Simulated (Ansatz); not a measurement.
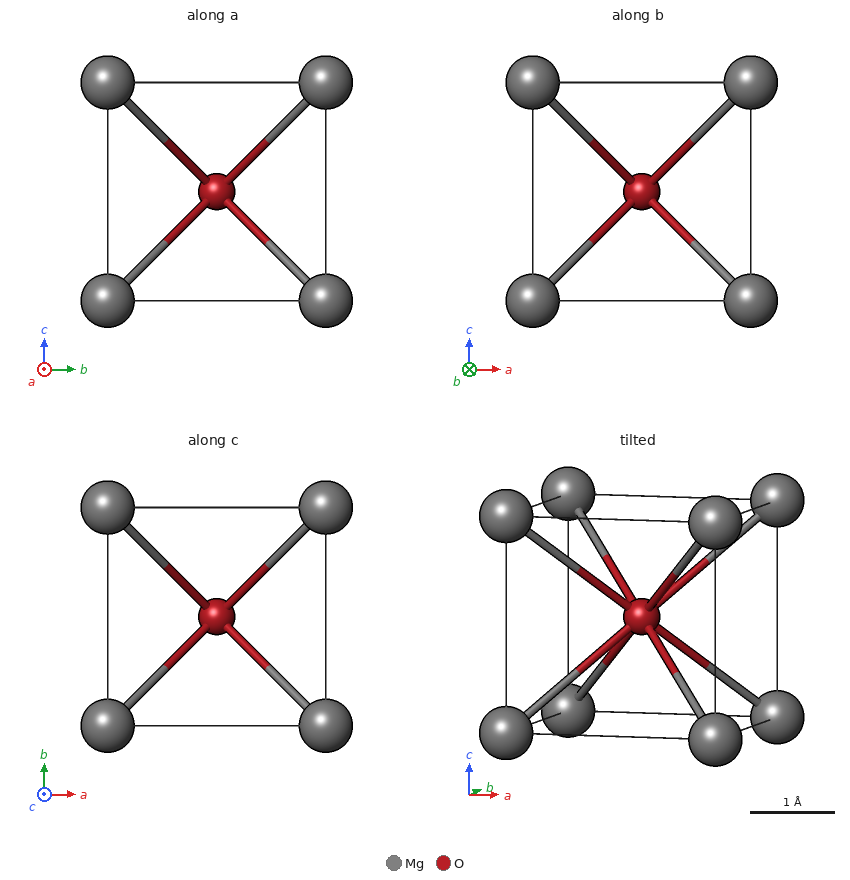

Crystal structure, ball-and-stick style, seen along the a axis, along the b axis, along the c axis and slightly off an axis. Thin lines show the conventional unit cell, with boundary atoms drawn in all their periodic places.

Lattice parameters: a = 2.623 Å, b = 2.623 Å, c = 2.623 Å, α = 90.00°, β = 90.00°, γ = 90.00°.

Question: From the views, write a table of Wyckoff sites.

Answer: Space group Pm-3m (No. 221).
| atom | site | x | y | z |
| --- | --- | --- | --- | --- |
| Mg | 1a | 0.0000 | 0.0000 | 0.0000 |
| O | 1b | 0.5000 | 0.5000 | 0.5000 |

The structure was taken from a structure type filled with these elements by a generator (whether the compound takes this form wasn't checked). Earlier steps of the study may have refined or changed the cell and positions. It was run through Ansatz as a DFT input.
